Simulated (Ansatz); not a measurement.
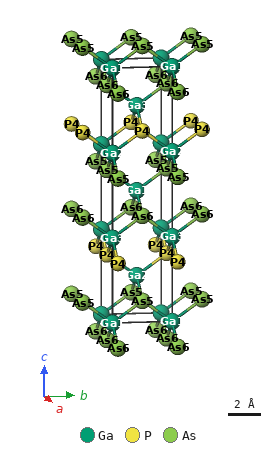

A crystal of Ga$_{3}$As$_{2}$P (a generated structure, set up in I-4m2) (coarse preliminary run), before the relaxation. Style: ball-and-stick. Shown: the conventional cell (2 times the calculation's cell), slightly off an axis. Lengths and directions refer to the drawn axes.

These are results of DFT PBE, scalar-relativistic, plane waves, PAW (Ansatz), not measurements.

Input file:
```yaml
crystal:
  lattice:
    - [-1.93745399, 1.93745399, 8.21992112]
    - [1.93745399, -1.93745399, 8.21992112]
    - [1.93745399, 1.93745399, -8.21992112]
  atoms:
    - { symbol: Ga, position: [0.0, 0.0, 0.0] }
    - { symbol: Ga, position: [0.66666667, 0.66666667, 0.0] }
    - { symbol: Ga, position: [0.33333333, 0.33333333, 0.0] }
    - { symbol: P, position: [0.25, 0.75, 0.5] }
    - { symbol: As, position: [0.58333333, 0.08333333, 0.5] }
    - { symbol: As, position: [0.91666667, 0.41666667, 0.5] }
basis:
  ecutwfc: 420
kpoints:
  mp_grid: { grid: [6, 6, 6] }
hamiltonian:
  xc: pbe
scf:
  occupations: { method: gaussian, width: 0.1 }
  lower_state_search: "off"
output:
  forces: true
  stress: true
  eigenvalues: true
relax:
  adjacent_minimum: "off"
  f_tol: 0.04
  max_steps: 70
  cell: { stress_tol: 0.4 }
```

Run as
```bash
ansatz run input.yaml --threads 1 --pin off --max-ram 2560MiB --backend cpu --events-out ev --progress --plain --runs-dir out
```

Where does the relaxation end?

Answer. After 3 accepted moves (4 points after the start) the energy has fallen by 60.2 meV per atom. Largest force component: 0.85 eV/Å at the start, 0.0014 eV/Å at the end. Pressure: 8.38 GPa at the start and 0.02 GPa at the end. The SCF was repeated once at an unchanged geometry on a basis and grid sized afresh for the cell, which shifted the energy by 0.6 meV per atom at most. The largest moves relative to the cell, 0.069 Å, are those of Ga2 and Ga3. Ga2 goes along +c. Largest moves by element: Ga 0.069 Å, As 0.034 Å. P stays in place. The drawn cell changes as follows: a = b 3.875 → 4.008 Å (+3.4 %), c 16.440 → 16.965 Å (+3.2 %); the volume changes by +10.4 %. Near-neighbour distances that change, for instance: Ga1–As5 2.373 → 2.472 Å, Ga2–P4 2.373 → 2.413 Å. Bond angles that change, for instance: P4–Ga2–P4 109.5° → 112.3°, Ga2–P4–Ga2 109.5° → 112.3°. The space group stays I-4m2 (No. 119). Cost: 43 s on 1 thread of Intel(R) Xeon(R) 6975P-C (Granite Rapids), with other jobs on the host, peak memory 0.47 GiB.

Step by step:

```
step  E − E(0), meV/atom  largest force component, eV/Å  pressure, GPa  volume, Å³/atom                      note
   0                0.00                         0.8464           8.38           20.570                          
   1              -57.02                         0.0647           1.62           22.185                          
   2              -59.53                         0.0503           0.12           22.668                          
   3              -59.60                         0.0010           0.00           22.706                          
   4              -60.18                         0.0014           0.02           22.706  same geometry, new basis
```

Final geometry:

```
CELL_PARAMETERS angstrom
-2.00381 2.00381 8.48227
2.00381 -2.00381 8.48227
2.00381 2.00381 -8.48227
ATOMIC_POSITIONS crystal
Ga 0.00000 0.00000 0.00000
Ga 0.67071 0.67071 0.00000
Ga 0.32929 0.32929 0.00000
P 0.25000 0.75000 0.50000
As 0.58532 0.08532 0.50000
As 0.91468 0.41468 0.50000
```

The end point in the same view:

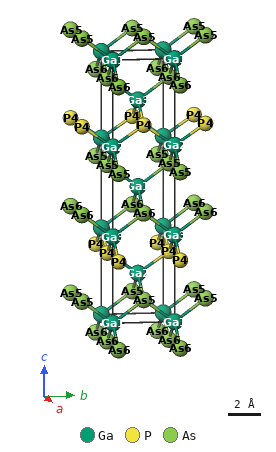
